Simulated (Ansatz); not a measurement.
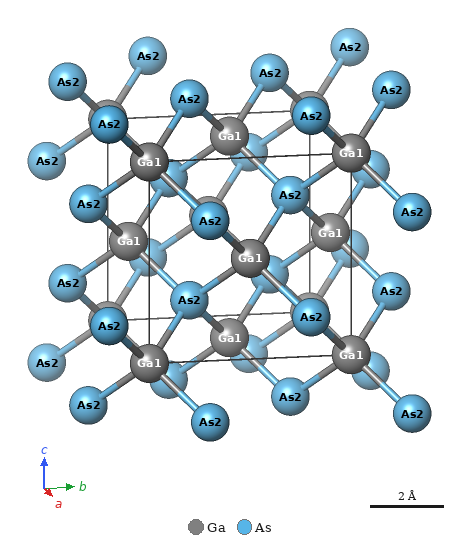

Reference structure: crystalline GaAs (built on the zincblende type) at its r2SCAN-relaxed geometry. Style: ball-and-stick. Shown: the conventional cell (4 times the calculation's cell), slightly off an axis. Lengths and directions refer to the drawn axes.

Theory: DFT, HSE06, plane waves, PAW (Ansatz 0.2.0). (plane-wave cutoff 420 eV; k-point mesh 6 × 6 × 6; occupations fixed; no spin polarisation)

Now this is done to it. The cell is strained by +0.7 % along [1 −1 1] and −1.5 % across it (volume −2.3 %). The atoms and the free axis were relaxed with r2SCAN under that strain, and this is a single point on that geometry.

What is the effect?

Answer. Some distances before and after: As–Ga 2.454 → 2.429 to 2.450 Å. The space group (tolerance 0.01 Å) goes from F-43m (No. 216) to R3m (No. 160). Energy change: +7.9 meV per atom. The pressure goes from 0.6 to 2.5 GPa. The principal stresses (compression positive) are 0.7 GPa along [1 −1 1] and 3.4 GPa across it. The forces stay under 0.01 eV/Å.

The changed structure in the same view:

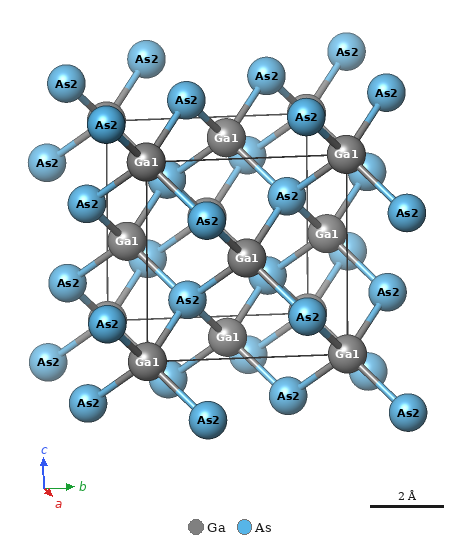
